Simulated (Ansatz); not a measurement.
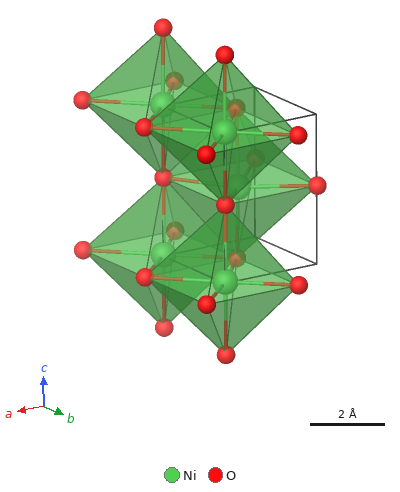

The input geometry (polyhedral view of the cell of the calculation, set on other vectors, seen at an oblique angle; polyhedra are completed across the faces of the cell).

**Density-of-states calculation, with input and output: NiO (part 1 of 2)**

NiO (4 atoms in the cell), computed with DFT with PBE, PAW plane waves, spin–orbit coupling, U = 7.78 eV, J = 0.99 eV on Ni d (Ansatz 0.2.0).

The structure is a deliberately distorted cell. Figures and captions count atoms from 1; the log counts them from 0 in places.

Input file:
```yaml
crystal:
  lattice:
    - [-2.108004, 0.010028, 2.129963]
    - [2.095901, -0.01972, 2.117861]
    - [-0.029748, 4.243774, -0.009691]
  atoms:
    - { symbol: Ni, position: [0.011849, 0.986568, 0.006558], spin: 2, spin_axis: [0.12932, 0.97337, -0.18927] }
    - { symbol: Ni, position: [0.464037, 0.540437, 0.499607], spin: 2, spin_axis: [0.12932, 0.97337, -0.18927] }
    - { symbol: O, position: [0.992991, 0.9954, 0.524009] }
    - { symbol: O, position: [0.540988, 0.505699, 0.007262] }
kpoints:
  mp_grid: { grid: [6, 6, 4], shift: [0.5, 0.5, 0.0] }
magnetization:
  noncollinear: true
  spin_orbit: true
scf:
  occupations: { method: fermi_dirac }
  lower_state_search: "off"
  max_iter: 200
hamiltonian:
  pseudopotentials: { kind: paw_fr }
  xc: pbe
  hubbard:
    projectors: all-electron-ortho-atomic
    sites: [{ species: Ni, l: d, u: 7.78, j: 0.99 }]
basis:
  ecutwfc: 420
  fft_grid_basis: typed
output:
  forces: true
  stress: true
  eigenvalues: true
  bader: true
  populations: true
  elf: true
  write_potential: true
  volumetric_format: npy
  dos:
    e_range: [-12, 8]
    de: 0.05
    projected: { site_lists: { Ni: [Ni], O: [O] } }
    method: { smearing: { sigma: 0.1, scheme: gaussian } }
  write_density: true
checkpoint:
  read: saved_state
```

Launch command:
```bash
ansatz run input.yaml --threads 2 --pin off --max-ram 5120MiB --backend cpu --events-out ev --progress --plain --runs-dir out
```

What the program printed:
```
Warning: output.stress: scf.convergence.dr2_threshold = 1e-7 eV (the SCF's general default) is looser than the 4e-10 eV advised for a printed stress (1e-10 eV for each atom of the cell: 4). What an SCF threshold leaves in a stress goes as its square root, and in the free energy as the threshold itself, and one threshold admits the most on a small cell: of the crystals measured, under no hybrid functional and no lock of the moments, on runs that ended without the residual-converged pass, on stresses that held no estimate of that error, the worst erred by over 100 MPa in a component at 1e-7 eV an atom and by under 5 at 1e-10. Set scf.convergence.dr2_threshold to 4e-10 eV or tighter. The threshold is an SCF's pass mark: one that does not reach it within its budget of iterations ends unconverged, or closes short of it on a stop that the run arms, and scf.convergence.dr2_threshold's page says what that costs each kind of run
Warning: checkpoint.read: basis.xc_grid differs: saved 1, current 2 (points along each axis for each point of the dense box; where the key is left out runs that use forces, runs that use the stress, dielectric runs by a finite field, finite-displacement phonons, runs of phonons.displacement_patterns under a GGA or a meta-GGA, phonons by method: dfpt, dielectric runs by the response, runs on support functions, runs on PAW files under a meta-GGA or a hybrid on one, runs at kind: all_electron or under a hybrid on a GGA, runs under a text's formulas of a gradient, and runs on PAW files that evaluate rPW86 or Becke's exchange or LYP's correlation can take a finer level, which can go by the root key accuracy; a number is taken as typed: the saved number, typed, holds this deck to the state's level, where the deck is accepted there); the SCF iterates at this deck's level from the saved density; a trajectory continued from that state goes on on another energy surface; basis.xc_grid: 1, typed and accepted, keeps it on the saved one
Ni: projections on atomic orbitals take those of the free atom [Ne] 3s2 3p6 3d8 4s2, of charge +0.00 (hamiltonian.pseudopotentials.projection_atoms); the dataset's partial waves leave at most 2.0e-9 of an orbital's norm unspanned inside its sphere
O: projections on atomic orbitals take those of the free atom [He] 2s2 2p4, of charge +0.00 (hamiltonian.pseudopotentials.projection_atoms); the dataset's partial waves leave at most 1.5e-11 of an orbital's norm unspanned inside its sphere
Engine: ansatz 0.2.0, x86_64-unknown-linux-gnu
Pseudopotentials: kind: paw_fr
Pseudopotential: Ni, paw_fr, valence charge 18, recommended cutoff 420 eV (normal), Ni.paw.azcp#standard-fr
Pseudopotential: O, paw_fr, valence charge 6, recommended cutoff 420 eV (normal), O.paw.azcp#standard-fr
Functional definition: PBE
  parameter kappa = 0.804
  parameter beta = 0.06672455060314922
  exchange = pbe_x(kappa = kappa, mu = beta*pi^2/3)
  correlation = pbe_c(beta = beta)
Crystal: 4 atoms, lattice volume = 37.889 Å³
Basis set: ecut = 420 eV, 713 PW (Γ), exchange–correlation on 48×40×60 points (8 copies of the dense FFT grid, shifted against one another)
Bands: 58, of which v1, the nominal top of the filled ones, is band 48 counted from 1 (47 counted from 0)
Symmetry: 1 space group operations
Magnetic group: BNS 1.1 (UNI 1), of the structure as read, at distance tolerance 3.4e-5 Å
k-points: 144
Projection manifold: j_resolved (fully-relativistic pseudo-atomic orbitals)
Non-local potential: Ni, projectors of the file, l = 0: 3, l = 1: 4, l = 2: 6, l = 3: 2
Non-local potential: O, projectors of the file, l = 0: 2, l = 1: 4, l = 2: 2
PAW form: soft (Blöchl's): semilocal exchange-correlation on the pseudo side does not see the compensation charge
PAW one-centre angular grid: Ni, 590 points (default); XC on 64 Gauss nodes
PAW one-centre angular grid: O, 110 points (default); XC on 64 Gauss nodes
Initial density: read from a saved state, or passed on in memory by an earlier SCF of this step, an earlier step, the calling program or the single point that the run made first
Starting moments: Σ|m| = 4 μB on 2 of 4 sites; this step starts from the density that it was given
Initial wavefunctions: pseudopotential atomic-orbital guess
Functional: x = pbe(κ = 0.804, μ = 0.2195149727645171), c = pbe(β = 0.06672455060314922)
iter 1 solved again at ethr=1.09e-4 eV; its pass at ethr=3.10e-3 eV (dr2=5.21e-2 eV) is discarded
SCF iter   1: F=—  HF=-12809.344890 eV  |F-HF|=—  |Δ(HF+E_count)|=         —  Δρ=5.08e-2  dr2=5.18e-2  dr2_m=2.45e-1  ethr=1.09e-4  |M|=3.94e0 ∫|m|=4.01e0 μB  |m|>n=2.3e-3 m-floor=2.3e-3 τ_xc=2.7e-1 mc-row=2.3e-3 uncertified=6  β_m=1.00  ⟨swp⟩=1.8  Hψ=52440  notcnv=0
preconditioner: auto → none  [insulator: Δε(μ)=2.761 eV  Ē_g=12.884 eV  σ=0.100 eV  W_gap=1.00  n_scr=14 (ndim 8)  ℏωp=34.1 eV  f_vac=0.007  D(μ)=0.00/eV (n_scr^D=0)  ε∞_Penn≈8.0]
SCF iter   2: F=—  HF=-12810.123398 eV  |F-HF|=—  |Δ(HF+E_count)|=   7.79e-1  Δρ=3.45e-2  dr2=2.53e-2  dr2_m=4.64e-3  ethr=1.08e-4  |M|=3.94e0 ∫|m|=3.98e0 μB  |m|>n=0.0e0 m-floor=0.0e0 τ_xc=1.3e-1 mc-row=0.0e0  β_m=1.00  ⟨swp⟩=3.2  Hψ=18110  notcnv=0  defer=22
SCF iter   3: F=—  HF=-12810.520086 eV  |F-HF|=—  |Δ(HF+E_count)|=   3.97e-1  Δρ=3.68e-3  dr2=3.48e-3  dr2_m=1.78e-3  ethr=5.28e-5  |M|=3.94e0 ∫|m|=3.98e0 μB  |m|>n=0.0e0 m-floor=0.0e0 τ_xc=9.3e-2 mc-row=0.0e0  β_m=0.30  ⟨swp⟩=2.0  Hψ=14338  notcnv=0  defer=28
SCF iter   4: F=—  HF=-12810.525879 eV  |F-HF|=—  |Δ(HF+E_count)|=   5.79e-3  Δρ=2.30e-3  dr2=1.14e-3  dr2_m=8.71e-4  ethr=7.25e-6  |M|=3.94e0 ∫|m|=3.98e0 μB  |m|>n=0.0e0 m-floor=0.0e0 τ_xc=7.1e-2 mc-row=0.0e0  β_m=0.30  ⟨swp⟩=1.3  Hψ=9067  notcnv=0  defer=28
SCF iter   5: F=—  HF=-12810.529204 eV  |F-HF|=—  |Δ(HF+E_count)|=   3.32e-3  Δρ=1.61e-3  dr2=1.03e-4  dr2_m=4.30e-4  ethr=2.38e-6  |M|=3.94e0 ∫|m|=3.98e0 μB  |m|>n=0.0e0 m-floor=0.0e0 τ_xc=5.6e-2 mc-row=0.0e0  β_m=1.00  ⟨swp⟩=2.1  Hψ=12027  notcnv=0  defer=28
SCF iter   6: F=—  HF=-12810.530707 eV  |F-HF|=—  |Δ(HF+E_count)|=   1.50e-3  Δρ=1.13e-3  dr2=3.18e-5  dr2_m=2.10e-4  ethr=2.14e-7  |M|=3.94e0 ∫|m|=3.98e0 μB  |m|>n=0.0e0 m-floor=0.0e0 τ_xc=4.6e-2 mc-row=0.0e0  β_m=1.00  ⟨swp⟩=2.1  Hψ=12489  notcnv=0  defer=28
SCF iter   7: F=—  HF=-12810.531458 eV  |F-HF|=—  |Δ(HF+E_count)|=   7.51e-4  Δρ=7.95e-4  dr2=3.37e-7  dr2_m=1.03e-4  ethr=6.62e-8  |M|=3.94e0 ∫|m|=3.98e0 μB  |m|>n=0.0e0 m-floor=0.0e0 τ_xc=4.0e-2 mc-row=0.0e0  β_m=1.00  ⟨swp⟩=2.0  Hψ=12933  notcnv=0  defer=28
SCF iter   8: F=—  HF=-12810.531822 eV  |F-HF|=—  |Δ(HF+E_count)|=   3.63e-4  Δρ=5.59e-4  dr2=8.53e-8  dr2_m=5.10e-5  ethr=2.08e-10  |M|=3.94e0 ∫|m|=3.98e0 μB  |m|>n=0.0e0 m-floor=0.0e0 τ_xc=3.6e-2 mc-row=0.0e0  β_m=0.30  ⟨swp⟩=11.3  Hψ=73108  notcnv=0
Mixer restart at iter 8: flushing history
spin-set hold released at iteration 8 (site moments contracting): the magnetisation degrees of freedom join the quasi-Newton model from the next iteration; the mixer history was flushed
SCF iter   9: F=—  HF=-12810.532003 eV  |F-HF|=—  |Δ(HF+E_count)|=   1.82e-4  Δρ=3.93e-4  dr2=2.20e-8  dr2_m=2.52e-5  ethr=1.78e-10  |M|=3.94e0 ∫|m|=3.98e0 μB  |m|>n=0.0e0 m-floor=0.0e0 τ_xc=3.4e-2 mc-row=0.0e0  β_m=0.65  ⟨swp⟩=9.0  Hψ=58497  notcnv=0
SCF iter  10: F=—  HF=-12810.532185 eV  |F-HF|=—  |Δ(HF+E_count)|=   1.82e-4  Δρ=3.76e-5  dr2=4.16e-7  dr2_m=3.03e-8  ethr=4.58e-11  |M|=3.94e0 ∫|m|=3.98e0 μB  |m|>n=0.0e0 m-floor=0.0e0 τ_xc=3.2e-2 mc-row=0.0e0  β_m=0.60  ⟨swp⟩=10.1  Hψ=71395  notcnv=0
SCF iter  11: F=—  HF=-12810.532185 eV  |F-HF|=—  |Δ(HF+E_count)|=   4.94e-8  Δρ=1.43e-5  dr2=4.38e-8  dr2_m=2.60e-8  ethr=4.58e-11  |M|=3.94e0 ∫|m|=3.98e0 μB  |m|>n=0.0e0 m-floor=0.0e0 τ_xc=3.2e-2 mc-row=0.0e0  β_m=0.80  ⟨swp⟩=5.2  Hψ=53176  notcnv=0
SCF iter  12: F=—  HF=-12810.532146 eV  |F-HF|=—  |Δ(HF+E_count)|=         —  Δρ=6.30e-5  dr2=1.73e-8  dr2_m=4.08e-7  ethr=4.58e-11  |M|=3.94e0 ∫|m|=3.98e0 μB  |m|>n=0.0e0 m-floor=0.0e0 τ_xc=3.2e-2 mc-row=0.0e0  β_m=0.12  ⟨swp⟩=5.0  Hψ=32984  notcnv=0
SCF iter  13: F=—  HF=-12810.532155 eV  |F-HF|=—  |Δ(HF+E_count)|=   8.82e-6  Δρ=5.63e-5  dr2=4.57e-9  dr2_m=3.29e-7  ethr=3.60e-11  |M|=3.94e0 ∫|m|=3.98e0 μB  |m|>n=0.0e0 m-floor=0.0e0 τ_xc=3.2e-2 mc-row=0.0e0  β_m=0.90  ⟨swp⟩=11.3  Hψ=72608  notcnv=0
SCF iter  14: F=—  HF=-12810.532186 eV  |F-HF|=—  |Δ(HF+E_count)|=   3.13e-5  Δρ=2.36e-5  dr2=1.07e-7  dr2_m=1.99e-8  ethr=9.52e-12  |M|=3.94e0 ∫|m|=3.98e0 μB  |m|>n=0.0e0 m-floor=0.0e0 τ_xc=3.2e-2 mc-row=0.0e0  β_m=0.95  ⟨swp⟩=15.0  Hψ=97453  notcnv=0
SCF iter  15: F=—  HF=-12810.532187 eV  |F-HF|=—  |Δ(HF+E_count)|=   8.41e-7  Δρ=4.95e-5  dr2=4.65e-7  dr2_m=7.67e-9  ethr=9.52e-12  |M|=3.94e0 ∫|m|=3.98e0 μB  |m|>n=0.0e0 m-floor=0.0e0 τ_xc=3.2e-2 mc-row=0.0e0  β_m=0.71  ⟨swp⟩=4.0  Hψ=23715  notcnv=0
SCF iter  16: F=-12810.532187 eV  HF=-12810.532187 eV  |F-HF|=4.51e-8  |Δ(HF+E_count)|=   8.30e-8  Δρ=6.08e-6  dr2=3.42e-9  dr2_m=7.32e-9  ethr=9.52e-12  |M|=3.94e0 ∫|m|=3.98e0 μB  |m|>n=0.0e0 m-floor=0.0e0 τ_xc=3.2e-2 mc-row=0.0e0  ⟨swp⟩=6.1  Hψ=61539  notcnv=0
SCF 1 converged in 16 iterations: F = -12810.532187 eV  dr2 = 3.42e-9
  greatest PAW one-centre occupation: 1.001 electrons in one spin orbital (limit 2), on the Ni atom at site 1 (counted from 0), in its partial waves of l = 1
```

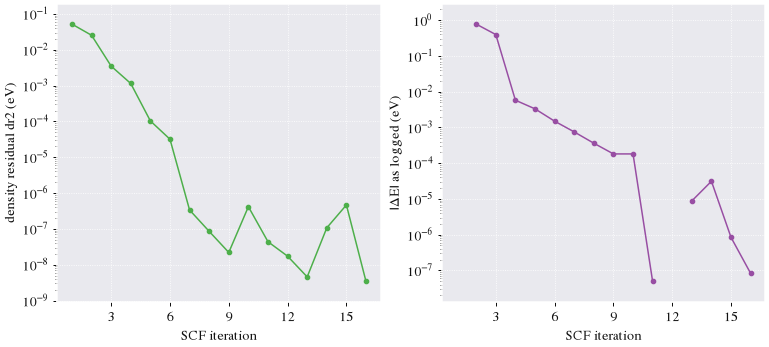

Convergence of the self-consistent field: density residual dr2 and size of the energy change against the SCF iteration. The residual falls unevenly and jumps up by a factor of two or more 3 times on the way down.

```
SCF converged after 16 iterations
Magnetization: |M| = 3.9415 μB,  M = (+0.4948, +3.8295, -0.7908) μB
Absolute magnetization: 3.9816 μB (∫|m|, with the PAW one-centre terms)
Moment direction: turned by 0.0062 rad
  site 0: m = (+0.1392, +1.6718, -0.3433) μB, |m| = 1.7123 μB  (R = 0.83 Å)
  site 1: m = (+0.2860, +1.6284, -0.3383) μB, |m| = 1.6876 μB  (R = 0.80 Å)
  site 2: m = (+0.0217, +0.1516, -0.0314) μB, |m| = 0.1564 μB  (R = 0.80 Å)
  site 3: m = (+0.0179, +0.1555, -0.0321) μB, |m| = 0.1597 μB  (R = 0.83 Å)
Free energy (F): -12810.532187 eV
Harris-Foulkes:  -12810.532187 eV  (|F-HF|=4.51e-8)
Internal energy: -12810.532187 eV  (E = F + TS)
E sigma→0 (E₀):  -12810.532187 eV
Entropy (-TS):   -0.000000 eV (-0.000 meV/atom)
Fermi energy:    14.294055 eV
--- Per-component energies (eV) ---
  E_band       = -759.772782
  E_kinetic    = 897.653910
  E_local      = -8122.116496  (includes V_loc(G=0)·N_el)
  E_nonlocal   = 1377.427727
  E_hartree    = 3330.275974
  E_xc         = -311.896020
  E_vxc        = -399.998826  (∫ρ·V_xc dr)
  E_hubbard    = 0.604495  (on-site DFT+U / exact-exchange correction)
  E_vhub       = -54.496502  (the Hubbard potential's part of the band-sum identity)
  E_paw        = -3576.571001  (= ΣΔE_a)
  E_vpaw       = -1118.799580  (= ΣTr[D̂ρ^β])
  E_aug_tail   = 0.005917  (compensation charges beyond the density's cutoff)
  E_ewald      = -6405.916693
  E_smearing   = -0.000000  (= −TS)
  E_closure    = 0.000000  (closes the sum)
  Σ components = -12810.532187   (vs F -12810.532187, Δ=0.00e0)
--- DFT+U+J on-site energies (Liechtenstein; fll double counting; per corrected site; eV) ---
  site 0 (l=d): U=7.7800  J=0.9900  Tr N=8.2038  E_int=216.832089  E_dc=216.533135  E_U=0.298954
  site 1 (l=d): U=7.7800  J=0.9900  Tr N=8.2043  E_int=216.872174  E_dc=216.566633  E_U=0.305541
--- Hubbard shell moments (per corrected site; Tr N, ν in electrons; μ in μ_B) ---
  shell 0: Tr N=8.2038  μ_S=(+0.1427, +1.7134, -0.3518)  μ_L=(+0.0139, +0.1567, -0.0312)  μ=(+0.1566, +1.8701, -0.3830)  ν=0.1478 along (+0.081, +0.976, -0.200)
  shell 1: Tr N=8.2043  μ_S=(+0.2969, +1.6904, -0.3511)  μ_L=(+0.0269, +0.1541, -0.0315)  μ=(+0.3237, +1.8445, -0.3826)  ν=0.1538 along (+0.169, +0.965, -0.200)
```
